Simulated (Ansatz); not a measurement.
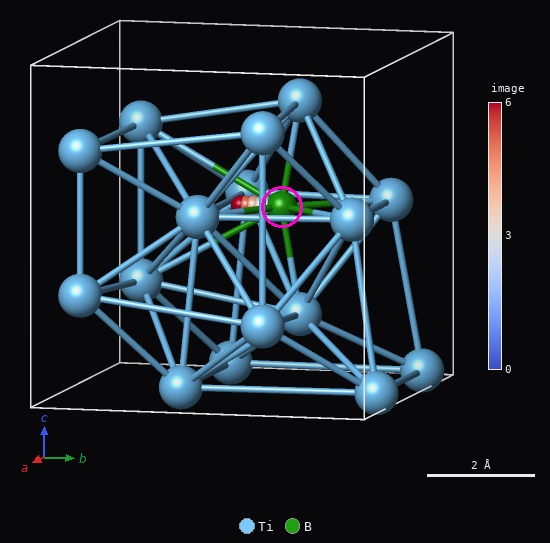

NEB run on a defect cell of composition Ti$_{16}$B (17 atoms in the cell). Images are numbered from 0 (start) to 6 (end). The start is drawn whole; smaller spheres mark the moving atoms (B) in the later images, joined by lines and coloured by the number of the image. A ball-and-stick model of the simulation cell (origin moved), seen slightly off an axis. The moving atom is ringed, with any periodic copies. Bonds to atoms that aren't drawn are left out.

Method: DFT PBE, scalar-relativistic, plane waves, PAW in Ansatz 0.2.0.

Input file:
```yaml
crystal:
  lattice:
    - [6.511011052, 0.0, 0.0]
    - [0.0, 6.511011052, 0.0]
    - [0.0, 0.0, 6.511011052]
  atoms:
    - { symbol: Ti, position: [-0.0265358063, 0.0090459754, 0.0008933066] }
    - { symbol: Ti, position: [0.526457716, 0.0088324163, -0.0005725527] }
    - { symbol: Ti, position: [0.0301032191, 0.4561661176, 0.0002434798] }
    - { symbol: Ti, position: [-0.0296971549, -0.0406250196, 0.4993748178] }
    - { symbol: Ti, position: [0.2500019673, 0.2411675837, 0.3117746123] }
    - { symbol: Ti, position: [0.4698331653, 0.4563873878, -0.0003792118] }
    - { symbol: Ti, position: [0.5294820998, -0.0407711211, 0.500505259] }
    - { symbol: Ti, position: [0.7494116031, 0.2629979607, 0.2822891444] }
    - { symbol: Ti, position: [-0.0063672275, 0.5390902586, 0.4997565202] }
    - { symbol: Ti, position: [0.2503073555, 0.7649359688, 0.2309024799] }
    - { symbol: Ti, position: [0.2499980327, 0.2411257761, 0.6875722329] }
    - { symbol: Ti, position: [0.5062303425, 0.5391981562, 0.5007138944] }
    - { symbol: Ti, position: [0.7491424546, 0.7163854052, 0.211559669] }
    - { symbol: Ti, position: [0.7501634084, 0.2630176435, 0.7180087974] }
    - { symbol: Ti, position: [0.2494023127, 0.7653991101, 0.7692602312] }
    - { symbol: Ti, position: [0.7510736265, 0.7168557387, 0.7886668623] }
    - { symbol: B, position: [0.2500684298, 0.186701102, -0.0003431239] }
basis:
  ecutwfc: 420
  xc_grid: 2
kpoints:
  mp_grid: { grid: [4, 4, 4], shift: [0.5, 0.5, 0.5] }
hamiltonian:
  xc: pbe
scf:
  occupations: { method: gaussian, width: 0.1 }
output:
  forces: true
neb:
  images: 5
  f_tol: 0.05
  max_iterations: 70
  order_check: false
  final_atoms:
    - { symbol: Ti, position: [-0.0624277671, 0.0088742239, -1.9673e-06] }
    - { symbol: Ti, position: [0.5617746123, 0.0088324163, 1.9673e-06] }
    - { symbol: Ti, position: [0.0192602312, 0.4846008899, -0.0005976873] }
    - { symbol: Ti, position: [-0.0319912026, -0.0130176435, 0.5001634084] }
    - { symbol: Ti, position: [0.2494274473, 0.2411675837, 0.276457716] }
    - { symbol: Ti, position: [0.4809024799, 0.4850640312, 0.0003073555] }
    - { symbol: Ti, position: [0.5322891444, -0.0129979607, 0.4994116031] }
    - { symbol: Ti, position: [0.750505259, 0.2907711211, 0.2794820998] }
    - { symbol: Ti, position: [0.0386668623, 0.5331442613, 0.5010736265] }
    - { symbol: Ti, position: [0.2496207882, 0.7936126122, 0.2198331653] }
    - { symbol: Ti, position: [0.2508933066, 0.2409540246, 0.7234641937] }
    - { symbol: Ti, position: [0.461559669, 0.5336145948, 0.4991424546] }
    - { symbol: Ti, position: [0.7507138944, 0.7108018438, 0.2562303425] }
    - { symbol: Ti, position: [0.7493748178, 0.2906250196, 0.7203028451] }
    - { symbol: Ti, position: [0.2502434798, 0.7938338824, 0.7801032191] }
    - { symbol: Ti, position: [0.7497565202, 0.7109097414, 0.7436327725] }
    - { symbol: B, position: [0.2496568761, 0.063298898, 6.84298e-05] }
```

Launched with:
```bash
ansatz run input.yaml --threads 4 --pin off --max-ram 8192MiB --backend cpu --events-out ev --progress --plain --runs-dir out
```

What moves, how far, and at what cost in energy?

Answer. The B atom travels furthest, 0.80 Å from end to end, along −b, on a straight line. At the highest image its nearest neighbour (Ti) is 2.09 Å away, against 2.06 Å at the start, and the surrounding atoms stand up to 0.07 Å off the mean of their end positions. The barrier is about 0.094 eV in both directions, with image 3 at the top; the ends have the same energy. The band converged in 3 iterations, with a climbing image at the top.

Limits of the set-up: the periodic images lie only 6.5 Å apart, so the values are limited by the cell's size.

Cost: 7.7 min on 4 threads of Intel(R) Xeon(R) Platinum 8488C (Sapphire Rapids) (shared host), peak memory 4.2 GiB.
